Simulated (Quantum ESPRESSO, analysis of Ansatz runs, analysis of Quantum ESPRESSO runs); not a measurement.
## Local vibrational mode of the Cu-H pair in ZnO (PBE) (Quantum ESPRESSO)

Subject: Cu-H pair in ZnO. Wanted: its local vibrational mode, in one set-up (PBE, SSSP 1.3 efficiency PBE, 32-site cell, PBE lattice, k: the single point 1/4 1/4 1/4). The model is a cell of 32 host atoms with Cu put on another atom's site and H put in between. The frequencies come from force constants among the defect atom and its neighbours, with the masses of the isotopes named. Other potentials or another program check that the number doesn't hang on one set of files.

What was measured. O-H stretch, 1H: 3191.8 cm⁻¹, by IR absorption (quoted in “Hydrogen-related defects in hydrothermally grown ZnO studied by Fourier Transform Infrared Spectroscopy”, 2010, Halvard Haug, quoting earlier work (1978)). O-D stretch, 2H: 2379 cm⁻¹, by IR absorption (quoted in “Hydrogen-related defects in hydrothermally grown ZnO studied by Fourier Transform Infrared Spectroscopy”, 2010, Halvard Haug, quoting earlier work (1978)). The runs below try to reproduce this.

Program: Quantum ESPRESSO 7.5. Level of theory: Quantum ESPRESSO plane-wave DFT, PBE, SSSP 1.3 efficiency PBE potentials; relaxation of all atoms of a defect supercell. Results are calculated unless marked as measured.

### 1. The structure

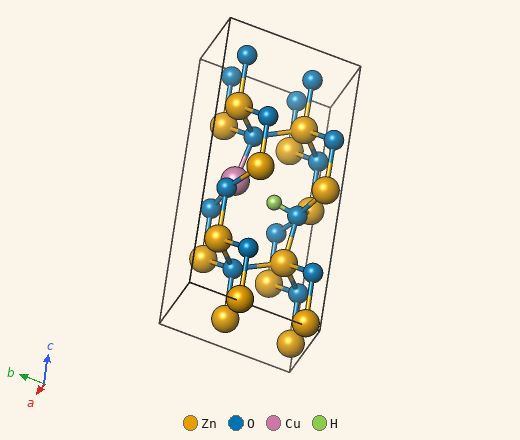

Start, viewed from a free direction; zinc orange, oxygen blue, copper pink, hydrogen green.

The cell holds 33 atoms: 15 Zn, 16 O, 1 Cu and 1 H. Its edges and angles: a = 6.565 Å, b = 6.565 Å, c = 10.579 Å, α = 90.0°, β = 90.0°, γ = 120.0°. It derives from ZnO (space group P6_3mc). Nearest the centre at fractional (0.281, 0.562, 0.481): H33 at 0.61 Å, Cu14 at 1.09 Å, O4 at 1.63 Å, O15 at 2.29 Å, O28 at 2.30 Å, O12 at 2.30 Å, Zn6 at 2.77 Å, Zn22 at 2.78 Å.

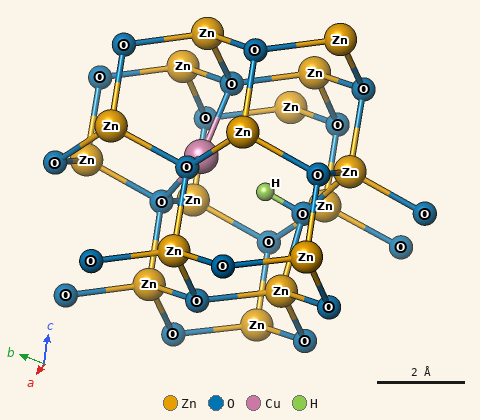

The atoms within 5 Å of the centre.

The host's primitive cell comes from a first run (Quantum ESPRESSO plane-wave DFT, PBE, SSSP 1.3 efficiency PBE potentials; relaxation of cell and atoms of a defect-free cell): vectors of 3.282, 3.282 and 5.290 Å. That is 12.34 Å³ an atom, 3.7 % over the diffraction cell's volume. The supercell is built on it.

### 2. Relaxation, charge 0

Every later number rests on the structure around the defect, so the atoms are relaxed at the host's lattice first.

Contents of pw.in:

```
&CONTROL
  calculation = 'relax'
  prefix = 'pwscf'
  outdir = './tmp'
  pseudo_dir = './pseudo'
  tprnfor = .true.
  disk_io = 'low'
  nstep = 70
  forc_conv_thr = 0.00039
  etot_conv_thr = 0.0001
/
&SYSTEM
  ibrav = 0
  nat = 33
  ntyp = 4
  ecutwfc = 60
  ecutrho = 480
  nbnd = 208
  occupations = 'smearing'
  smearing = 'fd'
  degauss = 0.00073499
  nosym = .true.
/
&ELECTRONS
  conv_thr = 3d-08
  electron_maxstep = 100
  mixing_beta = 0.5
/
&IONS
  ion_dynamics = 'bfgs'
/
ATOMIC_SPECIES
Zn    65.3800 Zn_pbe_v1.uspp.F.UPF
O     15.9990 O.pbe-n-kjpaw_psl.0.1.UPF
Cu    63.5460 Cu.paw.z_11.ld1.psl.v1.0.0-low.upf
H      1.0080 H.pbe-rrkjus_psl.1.0.0.UPF
CELL_PARAMETERS angstrom
   6.5647396443    0.0000000000    0.0000000000
  -3.2823698221    5.6852313552    0.0000000000
   0.0000000000    0.0000000000   10.5792497629
ATOMIC_POSITIONS crystal
Zn     0.1663935046    0.3326048050    0.2479655739
Zn     0.3322166872    0.1634089699    0.0004530528
O      0.3298804643    0.1652366560    0.1893792526
O      0.1448150266    0.2910125675    0.4303572090
Zn     0.1694645734    0.3342818318    0.7509255595
Zn     0.3335432630    0.1694719320    0.5006822864
O      0.3348279964    0.1683234807    0.6880751406
O      0.1643435153    0.3303694766    0.9388163726
Zn     0.1697593574    0.8351576220    0.2489299188
Zn     0.3320596887    0.6664860940    0.0015535688
O      0.3324364507    0.6690992906    0.1900721884
O      0.1637212588    0.8332143173    0.4402932437
Zn     0.1701295575    0.8348104335    0.7495210334
Cu     0.3695504384    0.7435245295    0.5142058293
O      0.3299898629    0.6648810347    0.6902743984
O      0.1671499223    0.8324256755    0.9414222287
Zn     0.6648186025    0.3317517621    0.2482582129
Zn     0.8301123374    0.1644159776   -0.0008338362
O      0.8317334187    0.1678043275    0.1885121867
O      0.6663508471    0.3343332402    0.4379503847
Zn     0.6644167585    0.3299854640    0.7493566560
Zn     0.8351709562    0.1678417046    0.5014184243
O      0.8305664239    0.1649250621    0.6908369191
O      0.6680398346    0.3338387926    0.9379538909
Zn     0.6701182939    0.8345128785    0.2496783715
Zn     0.8340867646    0.6683622590   -0.0018411490
O      0.8324762318    0.6650945297    0.1913814131
O      0.6675343099    0.8367132108    0.4395701209
Zn     0.6654188872    0.8346988749    0.7510792644
Zn     0.8362094277    0.6685936307    0.5008597101
O      0.8337183404    0.6690419496    0.6883882685
O      0.6698947245    0.8338533530    0.9393686378
H      0.2319151037    0.4593840351    0.4633631557
K_POINTS crystal
1
0.25 0.25 0.25 1.0
```

Started as:

```bash
$ OMP_NUM_THREADS=1 mpirun -n 4 pw.x -in pw.in > pw.out
```

Log:

```text
This program is part of the open-source Quantum ESPRESSO suite
     for quantum simulation of materials; please cite
         "P. Giannozzi et al., J. Phys.:Condens. Matter 21 395502 (2009);
         "P. Giannozzi et al., J. Phys.:Condens. Matter 29 465901 (2017);
         "P. Giannozzi et al., J. Chem. Phys. 152 154105 (2020);
          URL
     in publications or presentations arising from this work. More details at

     file O.pbe-n-kjpaw_psl.0.1.UPF: wavefunction(s)  2P renormalized
     file Cu.paw.z_11.ld1.psl.v1.0.0-low.upf: wavefunction(s)  4S 3D renormalized

     Subspace diagonalization in iterative solution of the eigenvalue problem:
     one sub-group per band group will be used
     scalapack distributed-memory algorithm (size of sub-group:  2*  2 procs)

     --------------------
     sticks:   dense  smooth     PW     G-vecs:    dense   smooth      PW
     Min        1272     634    168               118258    41784    5776
     Max        1273     636    169               118265    41789    5785
     Sum        5089    2539    673               473047   167145   23115

     Using Slab Decomposition

     bravais-lattice index     =            0
     lattice parameter (alat)  =      12.4056  a.u.
     unit-cell volume          =    2664.5086 (a.u.)^3
     number of atoms/cell      =           33
     number of atomic types    =            4
     number of electrons       =       408.00
     number of Kohn-Sham states=          208
     kinetic-energy cutoff     =      60.0000  Ry
     charge density cutoff     =     480.0000  Ry
     scf convergence threshold =      3.0E-08
     mixing beta               =       0.5000
     number of iterations used =            8  plain     mixing
     energy convergence thresh.=      1.0E-04
     force convergence thresh. =      3.9E-04
     Exchange-correlation= PBE
                           (   1   4   3   4   0   0   0)
     nstep                     =           70

     celldm(1)=  12.405560  celldm(2)=   0.000000  celldm(3)=   0.000000
     celldm(4)=   0.000000  celldm(5)=   0.000000  celldm(6)=   0.000000

     crystal axes: (cart. coord. in units of alat)
               a(1) = (   1.000000   0.000000   0.000000 )
               a(2) = (  -0.500000   0.866025   0.000000 )
               a(3) = (   0.000000   0.000000   1.611526 )

     reciprocal axes: (cart. coord. in units 2 pi/alat)
               b(1) = (  1.000000  0.577350 -0.000000 )
               b(2) = (  0.000000  1.154701  0.000000 )
               b(3) = (  0.000000 -0.000000  0.620530 )

     PseudoPot. # 1 for Zn read from file:
     Zn_pbe_v1.uspp.F.UPF
     Pseudo is Ultrasoft, Zval = 20.0
     Generated by new atomic code, or converted to UPF format
     Using radial grid of  943 points,  6 beta functions with:
                l(1) =   0
                l(2) =   0
                l(3) =   1
                l(4) =   1
                l(5) =   2
                l(6) =   2
     Q(r) pseudized with  8 coefficients,  rinner =    1.100   1.100   1.100
                                                       1.100   1.100

     PseudoPot. # 2 for O  read from file:
     O.pbe-n-kjpaw_psl.0.1.UPF
     Pseudo is Projector augmented-wave + core cor, Zval =  6.0
     Generated using "atomic" code by A. Dal Corso  v.5.0.99 svn rev. 10869
     Shape of augmentation charge: BESSEL
     Using radial grid of 1095 points,  4 beta functions with:
                l(1) =   0
                l(2) =   0
                l(3) =   1
                l(4) =   1
     Q(r) pseudized with 0 coefficients

     PseudoPot. # 3 for Cu read from file:
     Cu.paw.z_11.ld1.psl.v1.0.0-low.upf
     Pseudo is Projector augmented-wave + core cor, Zval = 11.0
     Generated using &quot;atomic&quot; code by A. Dal Corso  v.6.3MaX
     Shape of augmentation charge: PSQ
     Using radial grid of 1199 points,  6 beta functions with:
                l(1) =   0
                l(2) =   0
                l(3) =   1
                l(4) =   1
                l(5) =   2
                l(6) =   2
     Q(r) pseudized with 0 coefficients

     PseudoPot. # 4 for H  read from file:
     H.pbe-rrkjus_psl.1.0.0.UPF
     Pseudo is Ultrasoft, Zval =  1.0
     Generated using "atomic" code by A. Dal Corso  v.5.1
     Using radial grid of  929 points,  2 beta functions with:
                l(1) =   0
                l(2) =   0
     Q(r) pseudized with 0 coefficients

     atomic species   valence    mass     pseudopotential
     Zn               20.00    65.38000     Zn( 1.00)
     O                 6.00    15.99900     O ( 1.00)
     Cu               11.00    63.54600     Cu( 1.00)
     H                 1.00     1.00800     H ( 1.00)

     No symmetry found

   Cartesian axes

     site n.     atom                  positions (alat units)
         1        Zn     tau(   1) = (   0.0000911   0.2880442   0.3996030  )
         2        Zn     tau(   2) = (   0.2505122   0.1415163   0.0007301  )
         3        O      tau(   3) = (   0.2472621   0.1430991   0.3051896  )
         4        O      tau(   4) = (  -0.0006913   0.2520243   0.6935319  )
         5        Zn     tau(   5) = (   0.0023237   0.2894966   1.2101362  )
         6        Zn     tau(   6) = (   0.2488073   0.1467670   0.8068626  )
         7        O      tau(   7) = (   0.2506663   0.1457724   1.1088511  )
         8        O      tau(   8) = (  -0.0008412   0.2861084   1.5129272  )
         9        Zn     tau(   9) = (  -0.2478195   0.7232677   0.4011571  )
        10        Zn     tau(  10) = (  -0.0011834   0.5771939   0.0025036  )
        11        O      tau(  11) = (  -0.0021132   0.5794570   0.3063063  )
        12        O      tau(  12) = (  -0.2528859   0.7215848   0.7095441  )
        13        Zn     tau(  13) = (  -0.2472757   0.7229670   1.2078728  )
        14        Cu     tau(  14) = (  -0.0022118   0.6439111   0.8286562  )
        15        O      tau(  15) = (  -0.0024507   0.5758039   1.1123953  )
        16        O      tau(  16) = (  -0.2490629   0.7209018   1.5171266  )
        17        Zn     tau(  17) = (   0.4989427   0.2873055   0.4000746  )
        18        Zn     tau(  18) = (   0.7479043   0.1423884  -0.0013437  )
        19        O      tau(  19) = (   0.7478313   0.1453228   0.3037923  )
        20        O      tau(  20) = (   0.4991842   0.2895411   0.7057685  )
        21        Zn     tau(  21) = (   0.4994240   0.2857758   1.2076079  )
        22        Zn     tau(  22) = (   0.7512501   0.1453552   0.8080489  )
        23        O      tau(  23) = (   0.7481039   0.1428293   1.1133018  )
[...]
atom    6 type  1   force =     0.00013775   -0.00001311    0.00012189
     atom    7 type  2   force =    -0.00007514   -0.00019598    0.00000101
     atom    8 type  2   force =    -0.00023442   -0.00014557    0.00009104
     atom    9 type  1   force =     0.00008529    0.00011512   -0.00032604
     atom   10 type  1   force =    -0.00005060    0.00021047   -0.00014756
     atom   11 type  2   force =     0.00005930    0.00036475   -0.00013872
     atom   12 type  2   force =     0.00013226   -0.00006044    0.00000855
     atom   13 type  1   force =     0.00001770    0.00001179    0.00009418
     atom   14 type  3   force =    -0.00007668   -0.00042547    0.00025281
     atom   15 type  2   force =     0.00021212    0.00037034    0.00014523
     atom   16 type  2   force =    -0.00017797    0.00004496    0.00011746
[...]
Total force =     0.001696     Total SCF correction =     0.000106
     Energy error            =      6.8E-06 Ry
     Gradient error          =      4.5E-04 Ry/Bohr

     number of scf cycles    =  39
     number of bfgs steps    =  38

     energy             old  =   -7805.2779970359 Ry
     energy             new  =   -7805.2780038207 Ry

     CASE: energy            _new < energy            _old

     new trust radius        =       0.0018125190 bohr
     new conv_thr            =       0.0000000003 Ry

ATOMIC_POSITIONS (crystal)
Zn               0.1587488964        0.3245902875        0.2347221342
Zn               0.3334965521        0.1623793084       -0.0004941587
O                0.3304630862        0.1594124127        0.1889746930
O                0.1535086967        0.3034297074        0.4299320767
Zn               0.1617625531        0.3342005924        0.7505478013
Zn               0.3386898948        0.1476849579        0.4999525653
O                0.3288785132        0.1706988405        0.6889832410
O                0.1642921777        0.3285126768        0.9410806070
Zn               0.1624009036        0.8266123891        0.2536321303
Zn               0.3292329212        0.6634333909       -0.0038426237
O                0.3258407238        0.6593760743        0.1865190712
O                0.1681597862        0.8252406819        0.4399225304
Zn               0.1535948798        0.8403809240        0.7517320737
Cu               0.4391646422        0.7598121886        0.5405970471
O                0.3171583762        0.6682151914        0.7050907481
O                0.1622456904        0.8318994061        0.9408420190
[...]
NEW-OLD atomic charge density approx. for the potential

     Check: negative core charge=   -0.000001

     Self-consistent Calculation

     iteration #  1     ecut=    60.00 Ry     beta= 0.50
     Davidson diagonalization with overlap
     ethr =  1.00E-06,  avg # of iterations =  3.0

     Threshold (ethr) on eigenvalues was too large:
     Diagonalizing with lowered threshold

     Davidson diagonalization with overlap
     ethr =  2.94E-10,  avg # of iterations =  6.0

     total energy              =   -7805.27800799 Ry
     estimated scf accuracy    <       0.00000150 Ry

     iteration #  2     ecut=    60.00 Ry     beta= 0.50
     Davidson diagonalization with overlap
     ethr =  3.69E-10,  avg # of iterations =  3.0

     total energy              =   -7805.27800815 Ry
     estimated scf accuracy    <       0.00000042 Ry

     iteration #  3     ecut=    60.00 Ry     beta= 0.50
     Davidson diagonalization with overlap
     ethr =  1.02E-10,  avg # of iterations =  3.0

     total energy              =   -7805.27800822 Ry
     estimated scf accuracy    <       0.00000011 Ry

     iteration #  4     ecut=    60.00 Ry     beta= 0.50
     Davidson diagonalization with overlap
     ethr =  2.60E-11,  avg # of iterations =  5.0

     total energy              =   -7805.27800823 Ry
     estimated scf accuracy    <       0.00000006 Ry

     iteration #  5     ecut=    60.00 Ry     beta= 0.50
     Davidson diagonalization with overlap
     ethr =  1.46E-11,  avg # of iterations =  5.0

     total energy              =   -7805.27800824 Ry
     estimated scf accuracy    <          8.0E-09 Ry

     iteration #  6     ecut=    60.00 Ry     beta= 0.50
     Davidson diagonalization with overlap
     ethr =  1.95E-12,  avg # of iterations =  4.0

     total energy              =   -7805.27800824 Ry
     estimated scf accuracy    <          8.8E-10 Ry

     iteration #  7     ecut=    60.00 Ry     beta= 0.50
     Davidson diagonalization with overlap
     ethr =  2.16E-13,  avg # of iterations =  3.0

     End of self-consistent calculation

          k = 0.2500 0.4330 0.1551 ( 20915 PWs)   bands (ev):

  -115.5161-115.3671-115.3508-115.3474-115.2845-115.2555-115.2447-115.2295
  -115.2272-115.2216-115.2140-115.2060-115.1344-115.1027-115.0941 -69.7525
[...]
3.8923   3.9215   3.9458   3.9652   4.0014   4.0314   4.0758   4.1053
     4.3169   4.3597   4.3875   4.4396   4.5174   4.5571   4.6639   4.7756
     4.8744   4.9569   5.1647   5.2130   5.2267   5.2927   5.3252   5.5348
     5.6441   5.7550   5.7852   5.9744   6.0302   6.0638   6.1357   6.2028
     6.2167   6.2550   6.3269   6.3867   6.4104   6.4539   6.5777   6.6710
     6.6930   6.7625   6.8685   6.9127   6.9788   7.0102   7.1275   7.1637
     7.1836   7.2650   7.2985   7.3166   7.4057   7.5685   7.6296   7.8816
     8.0557   8.3964   8.8314   9.0698  11.0562  11.9928  12.3541  12.4414

     the Fermi energy is    10.5389 ev

!    total energy              =   -7805.27800824 Ry
     estimated scf accuracy    <          8.2E-11 Ry
     smearing contrib. (-TS)   =       0.00000000 Ry
     internal energy E=F+TS    =   -7805.27800824 Ry

     The total energy is F=E-TS. E is the sum of the following terms:
     one-electron contribution =   -6265.75849029 Ry
     hartree contribution      =    3309.80345839 Ry
     xc contribution           =    -798.75556524 Ry
     ewald contribution        =   -3808.47124068 Ry
     one-center paw contrib.   =    -242.09617042 Ry

     convergence has been achieved in   7 iterations

     Forces acting on atoms (cartesian axes, Ry/au):

[...]
atom   26 type  1   force =     0.00000529   -0.00000948    0.00014654
     atom   27 type  2   force =     0.00009141   -0.00003021   -0.00033891
     atom   28 type  2   force =    -0.00003635   -0.00031996    0.00026989
     atom   29 type  1   force =     0.00006772    0.00000727   -0.00013949
     atom   30 type  1   force =     0.00019073   -0.00009418    0.00005915
     atom   31 type  2   force =     0.00005733   -0.00015105    0.00012892
     atom   32 type  2   force =    -0.00004194    0.00030245    0.00002433
     atom   33 type  4   force =     0.00015187   -0.00000006    0.00033176

     Total force =     0.001553     Total SCF correction =     0.000067
     Energy error            =      4.4E-06 Ry
     Gradient error          =      3.8E-04 Ry/Bohr

     bfgs converged in  40 scf cycles and  39 bfgs steps
     (criteria: energy <  1.0E-04 Ry, force <  3.9E-04 Ry/Bohr)

     End of BFGS Geometry Optimization

     Final energy             =   -7805.2780082418 Ry

     File ./tmp/pwscf.bfgs deleted, as requested
Begin final coordinates

ATOMIC_POSITIONS (crystal)
[...]
Zn               0.8316107427        0.6627370321        0.0005617774
O                0.8306476785        0.6640923881        0.1891379538
O                0.6909036378        0.8476349427        0.4284476847
Zn               0.6625918585        0.8370263346        0.7530213566
Zn               0.8420223099        0.6703550228        0.4985934569
O                0.8260717302        0.6696640606        0.6897901348
O                0.6643915787        0.8304500024        0.9413960889
H                0.2436094344        0.4731416691        0.4541205756
End final coordinates

=------------------------------------------------------------------------------=
   JOB DONE.
=------------------------------------------------------------------------------=
```

Wall time 43 min (4 MPI ranks of Arm Neoverse V1, shared host); peak memory 2.5 GiB.

Relaxation path (22 of 40):

```tsv
step	energy less that of the first step (eV)
0	0.0000
2	-0.4027
4	-0.5087
6	-0.5369
7	-0.5431
9	-0.5497
11	-0.5546
13	-0.5602
15	-0.5648
17	-0.5686
19	-0.5744
20	-0.5786
22	-0.5912
24	-0.6041
26	-0.6096
28	-0.6146
30	-0.6187
32	-0.6201
33	-0.6204
35	-0.6209
37	-0.6213
39	-0.6215
```

The atoms that moved most (Å):

```tsv
atom	dx	dy	dz	length
Cu14	0.404	0.093	0.279	0.499
O15	-0.095	0.019	0.157	0.184
O28	0.118	0.062	-0.118	0.178
Zn6	0.105	-0.124	-0.008	0.163
Zn1	-0.024	-0.046	-0.140	0.149
Zn13	-0.127	0.032	0.023	0.133
H33	0.032	0.078	-0.098	0.129
Zn25	-0.063	-0.030	-0.073	0.101
```

The relaxed structure:

```xyz
33
Lattice="6.5647 0.0000 0.0000 -3.2824 5.6852 0.0000 0.0000 0.0000 10.5792" Properties=species:S:1:pos:R:3 pbc="T T T"
Zn   -0.0233    1.8454    2.4832
Zn    1.6563    0.9232   -0.0052
O     1.6462    0.9063    1.9992
O     0.0118    1.7251    4.5484
Zn   -0.0350    1.9000    7.9402
Zn    1.7387    0.8396    5.2891
O     1.5987    0.9705    7.2889
O     0.0002    1.8677    9.9559
Zn   -1.6471    4.6995    2.6832
Zn   -0.0163    3.7718   -0.0407
O    -0.0253    3.7487    1.9732
O    -1.6048    4.6917    4.6541
Zn   -1.7501    4.7778    7.9528
Cu    0.3890    4.3197    5.7191
O    -0.1113    3.7990    7.4593
O    -1.6655    4.7295    9.9534
Zn    3.2533    1.8948    2.6305
Zn    4.9115    0.9339   -0.0338
O     4.8783    0.9309    1.9709
O     3.2730    1.9180    4.6466
Zn    3.2283    1.9267    7.9230
Zn    4.8642    0.9527    5.3116
O     4.8894    0.9784    7.3185
O     3.2691    1.8877    9.9276
Zn    1.5966    4.7144    2.5688
Zn    3.2840    3.7678    0.0059
O     3.2732    3.7755    2.0009
O     1.7534    4.8190    4.5327
Zn    1.6023    4.7587    7.9664
Zn    3.3273    3.8111    5.2747
O     3.2249    3.8072    7.2975
O     1.6357    4.7213    9.9593
H     0.0462    2.6899    4.8043
```

Neighbours of the ideal centre at the end:

```tsv
atom	distance (Å)
H33	0.583
Cu14	1.346
O4	1.567
O12	2.235
O15	2.450
O28	2.452
Zn22	2.825
Zn1	2.934
Zn6	2.936
```

Neighbours of the added atoms: H33: O4 1.00, Cu14 1.90, Zn1 2.47 Å.

[end of part 1 of 2]

[Logs are printed without paths, hosts, clocks, repeated set-up lines and the standing remarks that a program may print on its own settings, such as how far it seeks lower states.]

[Hosts, paths, dates, database ids (printed as entryN), source tags and the programs' standing remarks are cut or masked in the printed files.]

[For some hosts the program warned that the k-mesh of the response run may be too coarse for force constants and the static dielectric constant; such warnings are not shown here.]
